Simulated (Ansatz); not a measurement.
**Run report: TaN, geometry relaxation (part 1 of 2)**

System: TaN (Fm-3m, 2 atoms in the cell).
Method: DFT PBE, scalar-relativistic, plane waves, PAW, no spin polarisation (Ansatz 0.2.0).

The structure derives from an entry of the Crystallography Open Database. It belongs to a series of runs on one base structure; here: cell and atoms relaxed tightly for response.

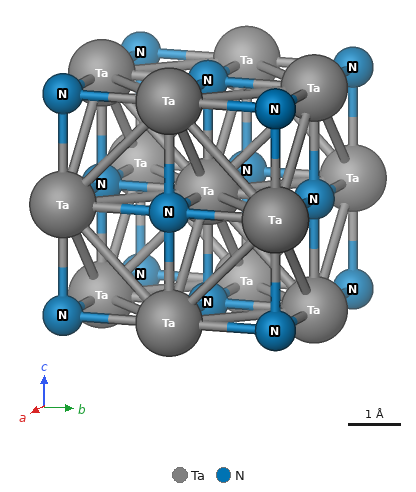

Fig. 1: The starting structure (ball-and-stick view of the cell 4 times as large as that of the calculation, set on its symmetry axes, seen slightly off an axis). Near neighbours in the crystal (not all of them lie inside the picture): Ta has 6 N at 2.21 Å and 12 Ta at 3.12 Å; N has 6 Ta at 2.21 Å.

Summary:

```json
{"quantity": "outcome", "value": "converged"}
{"quantity": "space group (tolerance 0.01 Å)", "value": "Fm-3m (225)"}
{"quantity": "electrons treated", "value": "18"}
{"quantity": "free energy", "value": "−10317.9483 eV"}
{"quantity": "Fermi energy", "value": "21.376 eV"}
{"quantity": "gap on the k-point mesh", "value": "none (metallic)"}
{"quantity": "pressure", "value": "0.00 GPa"}
{"quantity": "final volume", "value": "21.56 Å³"}
{"quantity": "largest force (length of the vector) at the end", "value": "under 0.001 eV/Å"}
{"quantity": "final cell", "value": "a = 3.124 Å, b = 3.124 Å, c = 3.124 Å, α = 60.00°, β = 60.00°, γ = 60.00°"}
{"quantity": "hardware", "value": "1 thread of Intel Xeon @ 2.50GHz (Skylake/Cascade Lake), 189 GiB of memory available, shared host"}
{"quantity": "wall time", "value": "41 s"}
{"quantity": "peak memory", "value": "0.38 GiB"}
```

Remarks:

Results for this metal are sensitive to the k-point mesh. Spin–orbit coupling is left out, which matters for Ta.

Input file:
```yaml
crystal:
  lattice:
    - [0.0, 2.2086347786, 2.2086347786]
    - [2.2086347786, 0.0, 2.2086347786]
    - [2.2086347786, 2.2086347786, 0.0]
  atoms:
    - { symbol: Ta, position: [0.5, 0.5, 0.5] }
    - { symbol: "N", position: [0.0, 0.0, 0.0] }
basis:
  ecutwfc: 420
kpoints:
  mp_grid: { grid: [16, 16, 16] }
hamiltonian:
  xc: pbe
scf:
  occupations: { method: fermi_dirac, width: 0.15 }
output:
  forces: true
  stress: true
  eigenvalues: true
  write_density: true
  write_potential: true
  elf: true
  volumetric_format: npy
relax:
  adjacent_minimum: "off"
  f_tol: 0.001
  max_steps: 60
  cell: { stress_tol: 0.01 }
```

Launched with:
```bash
ansatz run input.yaml --threads 1 --pin off --max-ram 3072MiB --backend cpu --events-out ev --progress --plain --runs-dir out
```

What the program printed:
```
Engine: ansatz 0.2.0, x86_64-unknown-linux-gnu
Pseudopotentials: kind: paw
Pseudopotential: Ta, paw, valence charge 13, recommended cutoff 420 eV (normal), Ta.paw.azcp
Pseudopotential: N, paw, valence charge 5, recommended cutoff 420 eV (normal), N.paw.azcp
Functional definition: PBE
  parameter kappa = 0.804
  parameter beta = 0.06672455060314922
  exchange = pbe_x(kappa = kappa, mu = beta*pi^2/3)
  correlation = pbe_c(beta = beta)
Crystal: 2 atoms, lattice volume = 21.548 Å³
Basis set: ecut = 420 eV, 411 PW (Γ), exchange–correlation on 48×48×48 points (8 copies of the dense FFT grid, shifted against one another)
Bands: 13, of which v1, the nominal top of the filled ones, is band 9 counted from 1 (8 counted from 0)
Symmetry: 48 space group operations
Space group: Fm-3m (ITA 225), of the structure as read, at distance tolerance 2.8e-5 Å
k-points: 145 of 4096
Non-local potential: Ta, projectors of the file, l = 0: 3, l = 1: 2, l = 2: 2, l = 3: 1
Non-local potential: N, projectors of the file, l = 0: 2, l = 1: 2, l = 2: 1
PAW form: soft (Blöchl's): semilocal exchange-correlation on the pseudo side does not see the compensation charge
PAW one-centre angular grid: Ta, 590 points (default); XC on 64 Gauss nodes
PAW one-centre angular grid: N, 110 points (default); XC on 64 Gauss nodes
Initial density: superposition of atomic densities (neutral atoms: chi_scale 0, normalization atom), corrected by the library's trained network
Initial wavefunctions: pseudopotential atomic-orbital guess
Functional: x = pbe(κ = 0.804, μ = 0.2195149727645171), c = pbe(β = 0.06672455060314922)
SCF iter   1: F=—  HF=-10317.948659 eV  |F-HF|=—  |Δ(HF+E_count)|=         —  Δρ=1.78e-3  dr2=3.89e-4  ethr=1.77e-3  ⟨swp⟩=5.1  Hψ=21754  notcnv=0  defer=43
automatic band count: the SCF goes on with 17 bands, as 13 were too few: the levels above may hold too much charge
preconditioner: auto → none  [metal: Δε(μ)=0.014 eV  Ē_g=15.391 eV  σ=0.150 eV  W_gap=0.02  n_scr=8 (ndim 8)  ℏωp=25.3 eV  f_vac=0.000  D(μ)=0.86/eV (n_scr^D=8)  sad-step TF]
SCF iter   2: F=—  HF=-10317.948193 eV  |F-HF|=—  |Δ(HF+E_count)|=   4.66e-4  Δρ=1.03e-3  dr2=1.33e-4  ethr=2.16e-6  ⟨swp⟩=2.2  Hψ=4374  notcnv=0  defer=41
SCF iter   3: F=—  HF=-10317.948300 eV  |F-HF|=—  |Δ(HF+E_count)|=   1.07e-4  Δρ=2.87e-4  dr2=1.50e-5  ethr=7.40e-7  ⟨swp⟩=2.2  Hψ=3098  notcnv=0  defer=41
SCF iter   4: F=—  HF=-10317.948294 eV  |F-HF|=—  |Δ(HF+E_count)|=   6.69e-6  Δρ=1.64e-4  dr2=4.42e-6  ethr=8.34e-8  ⟨swp⟩=1.0  Hψ=2328  notcnv=0  defer=41
iter 5 did not close the SCF: its close was put off for the readings that it lacked (scf_convergence_deferred on its scf_iter line)
SCF iter   5: F=-10317.948293 eV  HF=-10317.948293 eV  |F-HF|=2.37e-8  |Δ(HF+E_count)|=   5.57e-7  Δρ=1.93e-5  dr2=4.26e-8  ethr=2.46e-8  ⟨swp⟩=1.7  Hψ=2702  notcnv=0  defer=41
SCF iter   6: F=-10317.948293 eV  HF=-10317.948293 eV  |F-HF|=1.97e-8  |Δ(HF+E_count)|=  9.80e-10  Δρ=1.52e-5  dr2=2.74e-8  ethr=2.37e-10  ⟨swp⟩=7.7  Hψ=13107  notcnv=0
SCF 1 converged in 6 iterations: F = -10317.948293 eV  dr2 = 2.74e-8
  greatest PAW one-centre occupation: 0.999 electrons in one spin orbital (limit 2), on the Ta atom at site 0 (counted from 0), in its partial waves of l = 0
relax step   1: F+E_penalty+E_count = -10317.94829301 eV  Δ(F+E_penalty+E_count) = +0.000e0 eV  max|allowed force component| = 1.712e-29 eV/Å  Δτ_max = 0.0000 Å  P = +0.257 GPa  Ω = 21.548 Å³  (6 SCF iters, dr2 threshold 1.00e-7 eV, accepted)
Crystal: 2 atoms, lattice volume = 21.572 Å³
Bands: 17, of which v1, the nominal top of the filled ones, is band 9 counted from 1 (8 counted from 0)
Initial density: handed on by an earlier stage of this run
Initial wavefunctions: those handed on with the density
iter 1 solved again at ethr=3.76e-8 eV; its pass at ethr=3.10e-3 eV (dr2=6.77e-6 eV) is discarded
SCF iter   1: F=—  HF=-10317.948234 eV  |F-HF|=—  |Δ(HF+E_count)|=         —  Δρ=1.74e-4  dr2=6.45e-6  ethr=3.76e-8  ⟨swp⟩=2.4  Hψ=13145  notcnv=0
preconditioner: auto → none  [metal: Δε(μ)=0.015 eV  Ē_g=15.383 eV  σ=0.150 eV  W_gap=0.02  n_scr=8 (ndim 8)  ℏωp=25.3 eV  f_vac=0.000  D(μ)=0.86/eV (n_scr^D=8)]
SCF iter   2: F=—  HF=-10317.948231 eV  |F-HF|=—  |Δ(HF+E_count)|=   3.08e-6  Δρ=6.48e-5  dr2=1.06e-6  ethr=3.59e-8  ⟨swp⟩=1.0  Hψ=2465  notcnv=0
iter 3 did not close the SCF: its close was put off for the readings that it lacked (scf_convergence_deferred on its scf_iter line)
SCF iter   3: F=-10317.948230 eV  HF=-10317.948230 eV  |F-HF|=1.78e-8  |Δ(HF+E_count)|=   2.53e-7  Δρ=1.04e-5  dr2=2.55e-8  ethr=5.88e-9  ⟨swp⟩=1.0  Hψ=2465  notcnv=0
iter 4 did not close the SCF: its close was put off for the readings that it lacked (scf_convergence_deferred on its scf_iter line)
SCF iter   4: F=-10317.948230 eV  HF=-10317.948230 eV  |F-HF|=1.82e-10  |Δ(HF+E_count)|=   6.15e-9  Δρ=1.47e-6  dr2=3.92e-10  ethr=1.42e-10  ⟨swp⟩=1.3  Hψ=2588  notcnv=0
iter 5 did not close the SCF: its close was put off for the readings that it lacked (scf_convergence_deferred on its scf_iter line)
SCF iter   5: F=-10317.948230 eV  HF=-10317.948230 eV  |F-HF|=1.82e-12  |Δ(HF+E_count)|=  1.64e-10  Δρ=3.07e-7  dr2=1.07e-11  ethr=2.18e-12  ⟨swp⟩=2.1  Hψ=3728  notcnv=0
SCF iter   6: F=-10317.948230 eV  HF=-10317.948230 eV  |F-HF|=7.28e-12  |Δ(HF+E_count)|=  7.28e-12  Δρ=5.31e-8  dr2=3.88e-13  ethr=1.00e-12  ⟨swp⟩=4.0  Hψ=8787  notcnv=0
SCF 2 converged in 6 iterations: F = -10317.948230 eV  dr2 = 3.88e-13
relax step   2: F+E_penalty+E_count = -10317.94823045 eV  Δ(F+E_penalty+E_count) = +6.256e-5 eV  max|allowed force component| = 3.747e-29 eV/Å  Δτ_max = 0.0000 Å  P = -0.110 GPa  Ω = 21.572 Å³  energy of the carried Pulay correction = -7.350e-5 eV  (6 SCF iters, dr2 threshold 1.65e-7 eV, accepted)
Crystal: 2 atoms, lattice volume = 21.564 Å³
iter 1 solved again at ethr=3.75e-9 eV; its pass at ethr=3.10e-3 eV (dr2=6.74e-7 eV) is discarded
SCF iter   1: F=—  HF=-10317.948257 eV  |F-HF|=—  |Δ(HF+E_count)|=         —  Δρ=5.45e-5  dr2=6.43e-7  ethr=3.75e-9  ⟨swp⟩=2.5  Hψ=13144  notcnv=0
preconditioner: auto → none  [metal: Δε(μ)=0.015 eV  Ē_g=15.388 eV  σ=0.150 eV  W_gap=0.02  n_scr=8 (ndim 8)  ℏωp=25.3 eV  f_vac=0.000  D(μ)=0.86/eV (n_scr^D=8)]
SCF iter   2: F=—  HF=-10317.948255 eV  |F-HF|=—  |Δ(HF+E_count)|=   1.94e-6  Δρ=2.02e-5  dr2=1.05e-7  ethr=3.57e-9  ⟨swp⟩=1.0  Hψ=2465  notcnv=0
iter 3 did not close the SCF: its close was put off for the readings that it lacked (scf_convergence_deferred on its scf_iter line)
SCF iter   3: F=-10317.948255 eV  HF=-10317.948255 eV  |F-HF|=1.99e-9  |Δ(HF+E_count)|=   2.58e-8  Δρ=3.41e-6  dr2=2.76e-9  ethr=5.81e-10  ⟨swp⟩=1.0  Hψ=2465  notcnv=0
iter 4 did not close the SCF: its close was put off for the readings that it lacked (scf_convergence_deferred on its scf_iter line)
SCF iter   4: F=-10317.948255 eV  HF=-10317.948255 eV  |F-HF|=2.00e-11  |Δ(HF+E_count)|=  7.06e-10  Δρ=4.77e-7  dr2=3.89e-11  ethr=1.53e-11  ⟨swp⟩=1.4  Hψ=2657  notcnv=0
iter 5 did not close the SCF: its close was put off for the readings that it lacked (scf_convergence_deferred on its scf_iter line)
SCF iter   5: F=-10317.948255 eV  HF=-10317.948255 eV  |F-HF|=3.64e-12  |Δ(HF+E_count)|=  1.82e-11  Δρ=9.69e-8  dr2=1.15e-12  ethr=1.00e-12  ⟨swp⟩=2.0  Hψ=2991  notcnv=0
SCF iter   6: F=-10317.948255 eV  HF=-10317.948255 eV  |F-HF|=1.82e-12  |Δ(HF+E_count)|=  5.46e-12  Δρ=1.49e-8  dr2=3.51e-14  ethr=1.00e-12  ⟨swp⟩=3.3  Hψ=8242  notcnv=0
SCF 3 converged in 6 iterations: F = -10317.948255 eV  dr2 = 3.51e-14
relax step   3: F+E_penalty+E_count = -10317.94825494 eV  Δ(F+E_penalty+E_count) = -2.449e-5 eV  max|allowed force component| = 4.766e-30 eV/Å  Δτ_max = 0.0000 Å  P = +0.000 GPa  Ω = 21.564 Å³  energy of the carried Pulay correction = -5.146e-5 eV  (6 SCF iters, accepted)
Initial wavefunctions: pseudopotential atomic-orbital guess (no wavefunctions were taken with the density)
iter 1 solved again at ethr=5.37e-8 eV; its pass at ethr=3.10e-3 eV (dr2=9.67e-6 eV) is discarded
SCF iter   1: F=—  HF=-10317.948297 eV  |F-HF|=—  |Δ(HF+E_count)|=         —  Δρ=3.49e-6  dr2=4.18e-10  ethr=5.37e-8  ⟨swp⟩=3.1  Hψ=18454  notcnv=0
eigensolver tolerance schedule: the retry pair's looser diagonalisation over-reported the residual by 23111.01 of it (diagonalisation noise at 0.67 of the residual, at the tolerance the schedule requests for it); recorded, not acted on — ethr = c·dr2/N_el stays at c = 1.0e-1
SCF iter   2: F=—  HF=-10317.948295 eV  |F-HF|=—  |Δ(HF+E_count)|=   1.74e-6  Δρ=1.71e-6  dr2=1.01e-10  ethr=2.32e-12  ⟨swp⟩=3.0  Hψ=4666  notcnv=0
SCF iter   3: F=—  HF=-10317.948295 eV  |F-HF|=—  |Δ(HF+E_count)|=  1.62e-10  Δρ=3.63e-7  dr2=8.48e-12  ethr=5.62e-13 (applied; sched 1.00e-12)  ⟨swp⟩=2.0  Hψ=3675  notcnv=0
SCF iter   4: F=—  HF=-10317.948295 eV  |F-HF|=—  |Δ(HF+E_count)|=  5.46e-12  Δρ=1.17e-7  dr2=1.32e-12  ethr=4.71e-14 (applied; sched 1.00e-12)  ⟨swp⟩=2.2  Hψ=3307  notcnv=0
iter 5 did not close the SCF: its close was put off for the readings that it lacked (scf_convergence_deferred on its scf_iter line)
SCF iter   5: F=-10317.948295 eV  HF=-10317.948295 eV  |F-HF|=7.28e-12  |Δ(HF+E_count)|=  7.28e-12  Δρ=7.41e-9  dr2=1.05e-14  ethr=7.34e-15 (applied; sched 1.00e-12)  ⟨swp⟩=2.2  Hψ=3743  notcnv=0
iter 6 did not close the SCF: its close was put off for the readings that it lacked (scf_convergence_deferred on its scf_iter line)
SCF iter   6: F=-10317.948295 eV  HF=-10317.948295 eV  |F-HF|=3.64e-12  |Δ(HF+E_count)|=  5.46e-12  Δρ=1.02e-9  dr2=1.16e-16  ethr=4.44e-15 (applied; sched 1.00e-12)  ⟨swp⟩=1.0  Hψ=2465  notcnv=0
iter 7 did not close the SCF: its close was put off for the readings that it lacked (scf_convergence_deferred on its scf_iter line)
SCF iter   7: F=-10317.948295 eV  HF=-10317.948295 eV  |F-HF|=3.64e-12  |Δ(HF+E_count)|=  3.64e-12  Δρ=4.07e-10  dr2=1.45e-17  ethr=4.44e-15 (applied; sched 1.00e-12)  ⟨swp⟩=1.0  Hψ=2465  notcnv=0
iter 8 did not close the SCF: its close was put off for the readings that it lacked (scf_convergence_deferred on its scf_iter line)
SCF iter   8: F=-10317.948295 eV  HF=-10317.948295 eV  |F-HF|=1.82e-12  |Δ(HF+E_count)|=    0.00e0  Δρ=2.36e-10  dr2=5.96e-18  ethr=4.44e-15 (applied; sched 1.00e-12)  ⟨swp⟩=1.0  Hψ=2465  notcnv=0
SCF iter   9: F=-10317.948295 eV  HF=-10317.948295 eV  |F-HF|=7.28e-12  |Δ(HF+E_count)|=  5.46e-12  Δρ=5.01e-11  dr2=2.23e-19  ethr=1.00e-12  ⟨swp⟩=1.0  Hψ=5510  notcnv=0
SCF 4 converged in 9 iterations: F = -10317.948295 eV  dr2 = 2.23e-19
relax step   4: F+E_penalty+E_count = -10317.94829549 eV  Δ(F+E_penalty+E_count) = -4.056e-5 eV  max|allowed force component| = 7.264e-30 eV/Å  Δτ_max = 0.0000 Å  P = +0.004 GPa  Ω = 21.564 Å³  stress off target by 3.84e-3 GPa  SCF on the basis re-selected at this cell (its energy is not comparable with the rows above)  (9 SCF iters)
```
